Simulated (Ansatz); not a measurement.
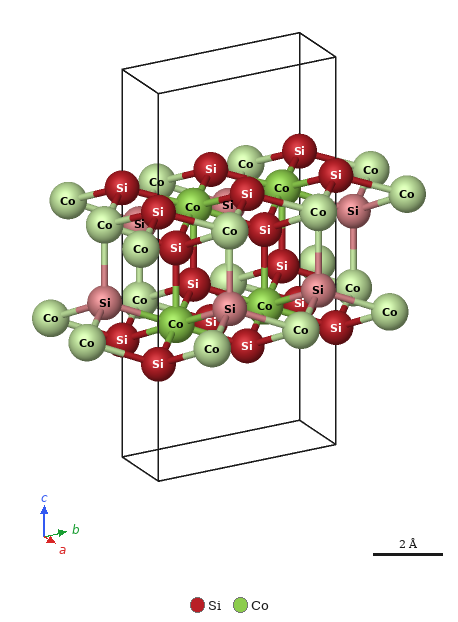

The input geometry (ball-and-stick view of the 1 × 2 repeat of the cell, with the vacuum cut short, seen slightly off an axis; neighbours outside the cell are drawn fainter). An atom can appear more than once, as a periodic image.

# CoSi2: single-point calculation

System: CoSi2 (slab, 6 atoms in the cell).
Method: DFT PBE+D3(BJ), scalar-relativistic, plane waves, PAW, PAW set soft_1, no spin polarisation (Ansatz 0.2.0).

The structure derives from an entry of the Crystallography Open Database. Figures and captions count atoms from 1; the log counts them from 0 in places.

### Input file
```yaml
crystal:
  lattice:
    - [3.7509472838, 0.0, 0.0]
    - [-1.8754736419, 3.2484156361, 0.0]
    - [0.0, 0.0, 21.8234027988]
  atoms:
    - { symbol: Si, position: [0.0, 0.0, 0.1832894731] }
    - { symbol: Co, position: [0.6666666667, 0.3333333333, 0.2183737776] }
    - { symbol: Si, position: [0.3333333333, 0.6666666667, 0.253458082] }
    - { symbol: Si, position: [0.6666666667, 0.3333333333, 0.3223942812] }
    - { symbol: Co, position: [0.3333333333, 0.6666666667, 0.3594700284] }
    - { symbol: Si, position: [0.0, 0.0, 0.390562502] }
basis:
  ecutwfc: 420
kpoints:
  mp_grid: { grid: [9, 9, 1] }
hamiltonian:
  xc: pbe
  pseudopotentials: { kind: paw, azcp: { folder: soft_1 } }
  dispersion: d3bj
scf:
  occupations: { method: gaussian, width: 0.1 }
output:
  forces: true
  eigenvalues: true
efield:
  axis: 3
  dipole_correction: true
  ramp_width: 0.04
```

Machine: 1 thread of Arm Neoverse V2, 24 GiB of memory available, shared host.

Run as:
```bash
ansatz run input.yaml --threads 1 --pin off --max-ram 3072MiB --backend cpu --events-out ev --progress --plain --runs-dir out
```

### The program's output
```
Engine: ansatz 0.2.0, aarch64-unknown-linux-gnu
Pseudopotentials: kind: paw
Pseudopotential: Si, paw, valence charge 4, recommended cutoff 420 eV (normal), [file]
Pseudopotential: Co, paw, valence charge 17, recommended cutoff 420 eV (normal), [file]
Functional definition: PBE
  parameter kappa = 0.804
  parameter beta = 0.06672455060314922
  exchange = pbe_x(kappa = kappa, mu = beta*pi^2/3)
  correlation = pbe_c(beta = beta)
Crystal: 6 atoms, lattice volume = 265.910 Å³
Basis set: ecut = 420 eV, 5221 PW (Γ), exchange–correlation on 54×54×300 points (8 copies of the dense FFT grid, shifted against one another)
Bands: 31, of which v1, the nominal top of the filled ones, is band 25 counted from 1 (24 counted from 0)
Symmetry: 6 space group operations
Space group: P3m1 (ITA 156), of the structure as read, at distance tolerance 6.4e-5 Å
k-points: 12 of 81 (time reversal used)
Non-local potential: Si, projectors of the file, l = 0: 2, l = 1: 2, l = 2: 1
Non-local potential: Co, projectors of the file, l = 0: 3, l = 1: 2, l = 2: 3, l = 3: 1
PAW form: soft (Blöchl's): semilocal exchange-correlation on the pseudo side does not see the compensation charge
PAW one-centre angular grid: Si, 110 points (default); XC on 64 Gauss nodes
PAW one-centre angular grid: Co, 590 points (default); XC on 64 Gauss nodes
Initial density: superposition of atomic densities (neutral atoms: chi_scale 0, normalization atom)
Initial wavefunctions: pseudopotential atomic-orbital guess
Functional: x = pbe(κ = 0.804, μ = 0.2195149727645171), c = pbe(β = 0.06672455060314922)
SCF iter   1: F=—  HF=-12802.219349 eV  |F-HF|=—  |Δ(HF+E_count)|=         —  Δρ=9.83e-2  dr2=3.38e1  ethr=3.10e-3  p=0.000 e·Å  D=8.13e-7 V/Å  ΔV_dip=-0.00 eV  dr2_dipole=1.52e-2  V_vac-E_F(+/−)=8.50/8.50 eV  ⟨swp⟩=9.9  Hψ=2209  notcnv=0
efield: sawtooth ramp at fractional position 0.7669 (placed from the atoms, in the widest stretch of the axis that holds none; the zero of the levels goes with the place), width 0.0400; the density the first Hamiltonian is built on has a dipole p = 0.000 e·Å; the dipole correction subtracts the counter field D = 8.13e-7 V/Å, which shifts the + side's vacuum level by -0.00 eV against the − side's; the planar-averaged density in the ramp window peaks in size at 1.6e-6 e/Å³
preconditioner: auto → LDOS  [metal: Δε(μ)=0.045 eV  Ē_g=7.090 eV  σ=0.100 eV  W_gap=0.24  n_scr=44 (ndim 8)  ℏωp=13.3 eV  f_vac=0.613  D(μ)=3.42/eV (n_scr^D=10)  β→1.0]
SCF iter   2: F=—  HF=-12805.276977 eV  |F-HF|=—  |Δ(HF+E_count)|=    3.06e0  Δρ=2.13e-1  dr2=8.73e1  ethr=3.10e-3  p=-0.015 e·Å  D=-1.04e-2 V/Å  ΔV_dip=0.23 eV  dr2_dipole=5.65e-3  V_vac-E_F(+/−)=4.11/3.89 eV  ⟨swp⟩=5.7  Hψ=1229  notcnv=0  defer=15  recentre
SCF iter   3: F=—  HF=-12799.127373 eV  |F-HF|=—  |Δ(HF+E_count)|=    6.15e0  Δρ=6.47e-2  dr2=1.14e1  ethr=3.10e-3  p=-0.027 e·Å  D=-1.81e-2 V/Å  ΔV_dip=0.40 eV  dr2_dipole=1.94e-3  V_vac-E_F(+/−)=7.13/6.73 eV  ⟨swp⟩=4.5  Hψ=1089  notcnv=0  defer=18
SCF iter   4: F=—  HF=-12797.956823 eV  |F-HF|=—  |Δ(HF+E_count)|=    1.17e0  Δρ=6.23e-3  dr2=1.40e-1  ethr=3.10e-3  p=-0.023 e·Å  D=-1.53e-2 V/Å  ΔV_dip=0.33 eV  dr2_dipole=1.64e-2  V_vac-E_F(+/−)=5.56/5.22 eV  ⟨swp⟩=3.2  Hψ=691  notcnv=0  defer=15
SCF iter   5: F=—  HF=-12797.970777 eV  |F-HF|=—  |Δ(HF+E_count)|=   1.40e-2  Δρ=2.41e-3  dr2=1.51e-2  ethr=2.80e-4  p=-0.016 e·Å  D=-1.10e-2 V/Å  ΔV_dip=0.24 eV  dr2_dipole=1.36e-3  V_vac-E_F(+/−)=5.24/5.00 eV  ⟨swp⟩=2.2  Hψ=645  notcnv=0  defer=15
SCF iter   6: F=—  HF=-12797.974023 eV  |F-HF|=—  |Δ(HF+E_count)|=   3.25e-3  Δρ=2.74e-3  dr2=1.89e-2  ethr=3.02e-5  p=-0.011 e·Å  D=-7.68e-3 V/Å  ΔV_dip=0.17 eV  dr2_dipole=1.42e-3  V_vac-E_F(+/−)=5.11/4.94 eV  ⟨swp⟩=2.5  Hψ=735  notcnv=0  defer=15
SCF iter   7: F=—  HF=-12797.973379 eV  |F-HF|=—  |Δ(HF+E_count)|=   6.44e-4  Δρ=1.11e-3  dr2=3.17e-3  ethr=3.02e-5  p=-0.010 e·Å  D=-6.70e-3 V/Å  ΔV_dip=0.15 eV  dr2_dipole=2.56e-4  V_vac-E_F(+/−)=5.09/4.94 eV  ⟨swp⟩=1.0  Hψ=357  notcnv=0  defer=15
SCF iter   8: F=—  HF=-12797.973368 eV  |F-HF|=—  |Δ(HF+E_count)|=   1.11e-5  Δρ=9.82e-5  dr2=5.16e-5  ethr=6.34e-6  p=-0.009 e·Å  D=-5.93e-3 V/Å  ΔV_dip=0.13 eV  dr2_dipole=4.75e-6  V_vac-E_F(+/−)=5.06/4.94 eV  ⟨swp⟩=2.3  Hψ=496  notcnv=0  defer=15
SCF iter   9: F=—  HF=-12797.973372 eV  |F-HF|=—  |Δ(HF+E_count)|=   3.41e-6  Δρ=6.63e-5  dr2=1.78e-5  ethr=1.03e-7  p=-0.008 e·Å  D=-5.65e-3 V/Å  ΔV_dip=0.12 eV  dr2_dipole=1.89e-6  V_vac-E_F(+/−)=5.05/4.93 eV  ⟨swp⟩=2.4  Hψ=650  notcnv=0  defer=15
SCF iter  10: F=—  HF=-12797.973373 eV  |F-HF|=—  |Δ(HF+E_count)|=   1.53e-6  Δρ=7.02e-5  dr2=1.34e-5  ethr=3.57e-8  p=-0.008 e·Å  D=-5.58e-3 V/Å  ΔV_dip=0.12 eV  dr2_dipole=8.89e-7  V_vac-E_F(+/−)=5.05/4.93 eV  ⟨swp⟩=2.3  Hψ=492  notcnv=0  defer=15
SCF iter  11: F=—  HF=-12797.973372 eV  |F-HF|=—  |Δ(HF+E_count)|=   6.01e-7  Δρ=6.94e-6  dr2=1.48e-7  ethr=2.67e-8  p=-0.008 e·Å  D=-5.55e-3 V/Å  ΔV_dip=0.12 eV  dr2_dipole=9.27e-9  V_vac-E_F(+/−)=5.05/4.93 eV  ⟨swp⟩=1.2  Hψ=404  notcnv=0  defer=15
SCF iter  12: F=-12797.973373 eV  HF=-12797.973373 eV  |F-HF|=1.22e-8  |Δ(HF+E_count)|=   1.70e-7  Δρ=6.66e-6  dr2=9.36e-8  ethr=2.00e-10  p=-0.008 e·Å  D=-5.55e-3 V/Å  ΔV_dip=0.12 eV  dr2_dipole=1.88e-9  V_vac-E_F(+/−)=5.05/4.93 eV  ⟨swp⟩=17.2  Hψ=2236  notcnv=0
SCF 1 converged in 12 iterations: F = -12797.973373 eV  dr2 = 9.36e-8
  greatest PAW one-centre occupation: 1.000 electrons in one spin orbital (limit 2), on the Co atom at site 4 (counted from 0), in its partial waves of l = 1
```

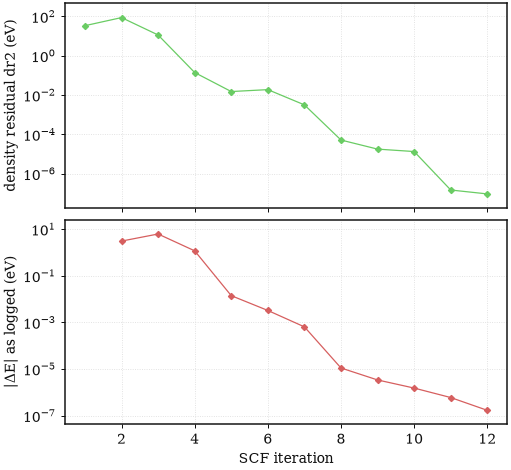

Convergence of the self-consistent field: density residual dr2 and size of the energy change against the SCF iteration. The residual comes down, with one marked jump up, by a factor of about 2.5, at step 2.

```
SCF converged after 12 iterations
Free energy (F): -12797.973373 eV
Harris-Foulkes:  -12797.973373 eV  (|F-HF|=1.22e-8)
Internal energy: -12797.952371 eV  (E = F + TS)
E sigma→0 (E₀):  -12797.962872 eV
Entropy (-TS):   -0.021001 eV (-3.500 meV/atom)
Fermi energy:    0.147305 eV
Dipole field:    D = -0.005599 V/Å  (p = -0.008227 e·Å, saw-weighted, corrected)
Work function:   Φ+ = 5.0517 eV   Φ− = 4.9295 eV
Levels:          The Fermi level and band energies are counted from a zero that moves with the ramp; work functions are not
--- Per-component energies (eV) ---
  E_band       = -1191.703131
  E_kinetic    = 760.810969
  E_local      = -44643.427914  (includes V_loc(G=0)·N_el)
  E_nonlocal   = 960.763098
  E_hartree    = 21645.346929
  E_xc         = -414.918806
  E_vxc        = -434.664395  (∫ρ·V_xc dr)
  E_paw        = -5193.836103  (= ΣΔE_a)
  E_vpaw       = -1125.876680  (= ΣTr[D̂ρ^β])
  E_aug_tail   = 0.000093  (compensation charges beyond the density's cutoff)
  E_efield     = 0.000023  (sawtooth field / dipole correction)
  E_vefield    = 0.009315  (∫n·V_field dr)
  E_ewald      = 14089.100528
  E_disp       = -1.791187  (pairwise vdW)
  E_smearing   = -0.021001  (= −TS)
  E_closure    = -0.000000  (closes the sum)
  Σ components = -12797.973373   (vs F -12797.973373, Δ=0.00e0)
--- Forces (eV/Å), atoms counted from 1 ---
  atom   1  Si     0.00000000    -0.00000000     0.43115123
  atom   2  Co     0.00000000     0.00000000    -0.63854376
  atom   3  Si     0.00000000    -0.00000000     0.20413395
  atom   4  Si     0.00000000     0.00000000    -0.02058248
  atom   5  Co    -0.00000000     0.00000000     0.02653966
  atom   6  Si     0.00000000     0.00000000    -0.00257624
  max |Σ_I F_I| component: 1.22e-4 eV/Å
--- Band table (eV; the first three rows and the last of 12) ---
  k-point 0: bands = ["-94.5077", "-94.4933", "-57.8499", "-57.8499", "-57.8494", "-57.8494", "-57.7781", "-57.7375", "-12.4165", "-10.3841", "-7.0036", "-3.6818", "-3.6818", "-3.4240", "-3.4126", "-3.4126", "-2.5161", "-1.6670", "-1.6670", "-1.3527", "-1.3527", "-0.8625", "1.1362", "1.1362", "2.3119", "2.7278", "3.0601", "3.0601", "3.2585", "4.2108", "4.2108"]
  k-point 1: bands = ["-94.5077", "-94.4933", "-57.8501", "-57.8499", "-57.8497", "-57.8495", "-57.7780", "-57.7374", "-12.2484", "-10.2162", "-6.9141", "-4.2856", "-3.6723", "-3.6432", "-3.2944", "-3.0280", "-2.4760", "-1.8470", "-1.7626", "-1.3202", "-1.3033", "-1.0079", "0.4110", "0.7581", "1.8457", "2.3579", "2.4553", "2.6214", "3.3255", "4.1430", "4.4494"]
  k-point 2: bands = ["-94.5076", "-94.4932", "-57.8508", "-57.8504", "-57.8501", "-57.8496", "-57.7780", "-57.7374", "-11.7496", "-9.7232", "-6.7222", "-5.2820", "-4.2198", "-3.6253", "-2.9833", "-2.8648", "-2.5185", "-2.0225", "-1.9146", "-1.4228", "-1.2926", "-1.0134", "-0.3172", "0.0718", "0.1321", "1.3123", "2.1544", "2.3644", "3.5987", "4.1356", "4.7524"]
  k-point 11: bands = ["-94.5076", "-94.4932", "-57.8515", "-57.8515", "-57.8511", "-57.8510", "-57.7778", "-57.7372", "-8.5014", "-8.4689", "-7.8610", "-7.1297", "-4.9877", "-4.9445", "-4.2239", "-3.0340", "-2.9723", "-2.0117", "-1.7951", "-1.7671", "-1.3700", "-1.1911", "-1.1221", "-1.0250", "0.1859", "0.3521", "0.8323", "1.2255", "4.0113", "4.1821", "4.2667"]
```

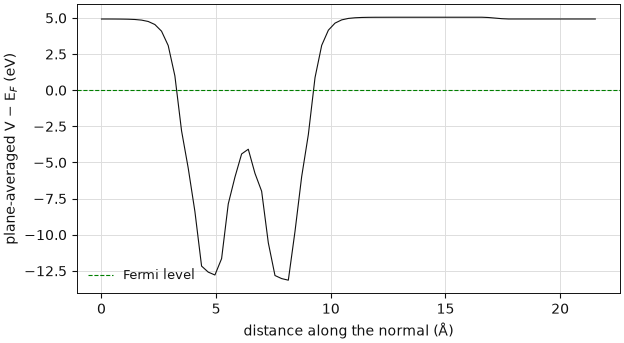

Plane average of the electrostatic potential energy of an electron across the cell, from the Fermi level. The vacuum level lies 5.05 eV above the Fermi level on the upper side and 4.93 eV on the lower.

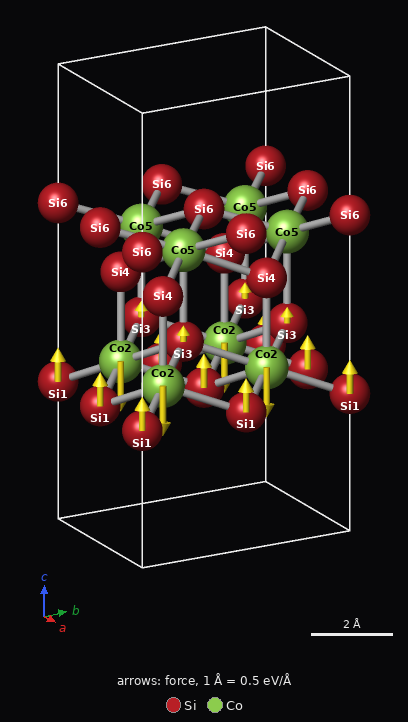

Forces on the atoms as yellow arrows (ball-and-stick view of the 2 × 2 repeat of the cell, with the vacuum cut short, seen slightly off an axis; atoms are numbered from 1 in the order of the input); the smallest are left out. The largest act on Co2 (0.64 eV/Å); Si1 (0.43 eV/Å); Si3 (0.20 eV/Å). The geometry is not a stationary point of this energy.

### Summary

- outcome: converged
- electrons treated: 50
- free energy: −12797.9734 eV
- work function, top face: 5.05 eV
- work function, bottom face: 4.93 eV
- Fermi energy: 0.147 eV
- gap on the k-point mesh: none (metallic)
- work function (upper face): 5.05 eV
- largest force (length of the vector): 0.639 eV/Å
- wall time: 11 s
- peak memory: 0.41 GiB

### Remarks

The run has no spin polarisation, so a magnetic state may lie lower.
